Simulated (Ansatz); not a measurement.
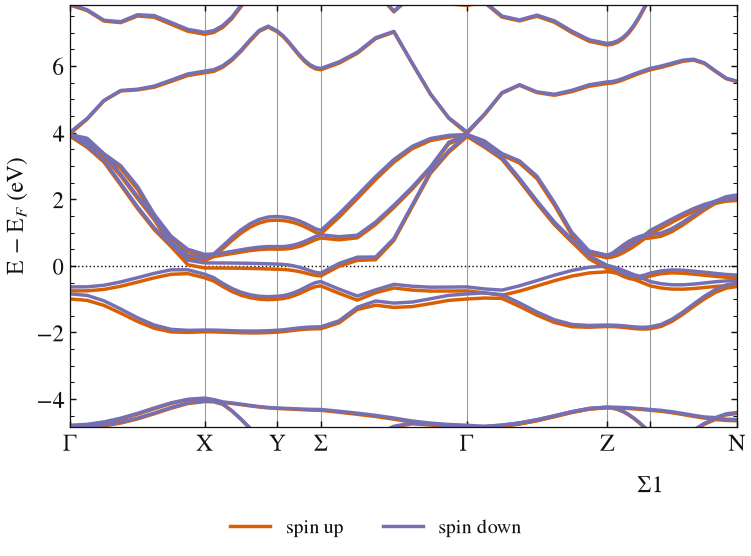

Band structure. Energies are counted from the Fermi level. The path runs straight from each named point to the next.

**Which Bravais lattice do the labels of the path belong to?**

A body-centred tetragonal lattice: the path Γ–X–Y–Σ–Γ–Z–Σ1–N runs through the special points of its Brillouin zone.

System: tetragonally strained zincblende MnS, space group I-4m2 (No. 119), 2 atoms in the primitive cell, strain z of −0.04.

```xyz
2
Lattice="0.0000 2.4735 2.3745 2.4735 0.0000 2.3745 2.4735 2.4735 0.0000" Properties=species:S:1:pos:R:3 pbc="T T T"
Mn    0.0000    0.0000    0.0000
S     3.7102    3.7102    3.5618
```

Ansatz 0.2.0; PBEsol, all-electron LAPW, collinear spin, ferromagnetic start that ends with little or no moment, no spin-orbit coupling, 9×9×9 k mesh, Fermi-Dirac smearing of 0.05 eV.

**Is there a gap at the Fermi level?**

A metal: bands cross the Fermi level along this path.

**Which levels at Σ1 lie nearest to the Fermi level?**

At Σ1 the nearest levels lie 0.22 eV below and 0.84 eV above the Fermi level.

Semilocal functionals can close the gap of such a compound with an open d shell, so a metal here doesn't prove that the real material is one. The cell is a database's computed one. Bands are joined in order of energy, so crossings between the computed points show as kinks or gaps. In reduced coordinates of the cell that was run, X is (0, 0.5, 0.5), Y is (0.271, 0.5, 0.771), Σ is (0.386, 0.386, 0.771), Z is (−0.5, −0.5, 0), Σ1 is (−0.386, −0.386, 0.229) and N is (0, 0, 0.5).
